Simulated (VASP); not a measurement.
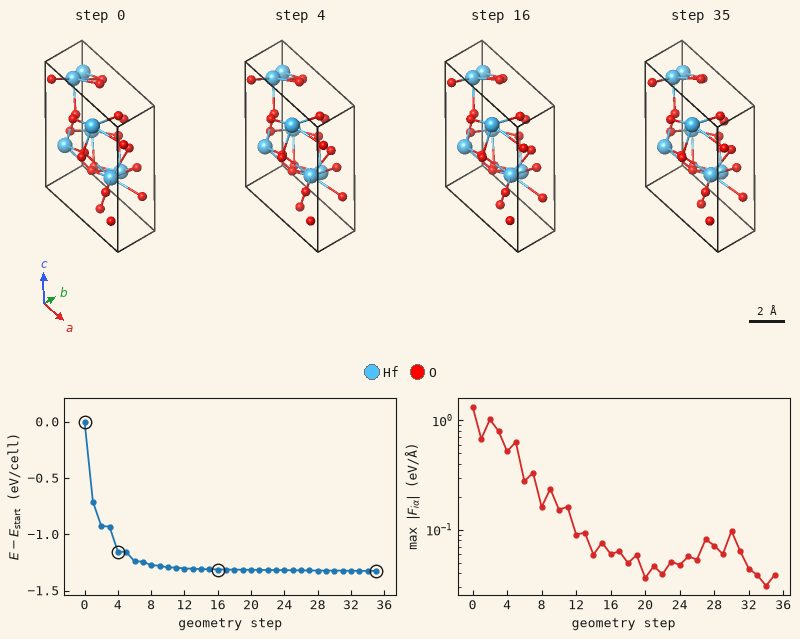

Frames of a relaxation of a defect cell of composition Hf₇O₁₆, marked on the history of the run. The picture is a ball-and-stick view of the cell of the calculation, reduced to other axes (origin shifted), seen slightly off an axis. Lengths and directions refer to the drawn axes.

The run lets the atoms move in a fixed cell.

The calculation used Kohn-Sham DFT of a periodic cell, PBEsol, VASP PAW PBE potentials, recommended (VASP).

Input
```
SYSTEM = Hf7O16
PREC = Accurate
ENCUT = 450
EDIFF = 1E-5
ISMEAR = 0
SIGMA = 0.03
LREAL = Auto
LASPH = .TRUE.
NELM = 120
ALGO = Normal
ISIF = 2
LWAVE = .FALSE.
LCHARG = .FALSE.
ISPIN = 2
MAGMOM = 0 0 0 0 0 0 0 0 0.29 0.29 0 0.29 0 0.29 0 0.29 0 0.29 0 0 0 0 0.29
LORBIT = 11
LMAXMIX = 4
GGA = PS
IBRION = 2
NSW = 40
EDIFFG = -0.03
KPAR = 4
```

Run as
```bash
cat potpaw_PBE.64/Hf_pv/POTCAR potpaw_PBE.64/O/POTCAR > POTCAR
mpirun -np 4 vasp_std > vasp.out
```

### Describe the path.

The run was cut off at its time limit before the relaxation converged, so the last structure is only a point on the way. The energy falls by 1.326 eV per cell of the calculation in 35 geometry steps. The largest force component goes from 1.3 to 0.039 eV/Å. The largest move is that of an O atom, 0.31 Å along [0 1 1]. Largest moves by element: O 0.31 Å, Hf 0.22 Å. The lattice vectors keep their values. Near-neighbour distances that change, for instance: Hf–O 2.124 → 2.336 Å, Hf–Hf 3.307 → 3.511 Å, Hf–O 2.248 → 2.066 Å, Hf–O 2.229 → 2.049 Å. Bond angles that change, for instance: Hf–O–Hf 144.6° → 155.2°, Hf–O–Hf 111.0° → 100.8°, Hf–O–Hf 104.1° → 113.1°. From step 0 to 4: O atoms move most (0.19 Å), energy −1.155 eV per cell of the calculation. From step 4 to 16: an O atom moves most (0.16 Å), energy −0.158 eV per cell of the calculation. From step 16 to 35: an O atom moves most (0.13 Å), energy −12.8 meV per cell of the calculation.

Limits of the set-up: the periodic images lie only 6.7 Å apart, so the values are limited by the cell's size.
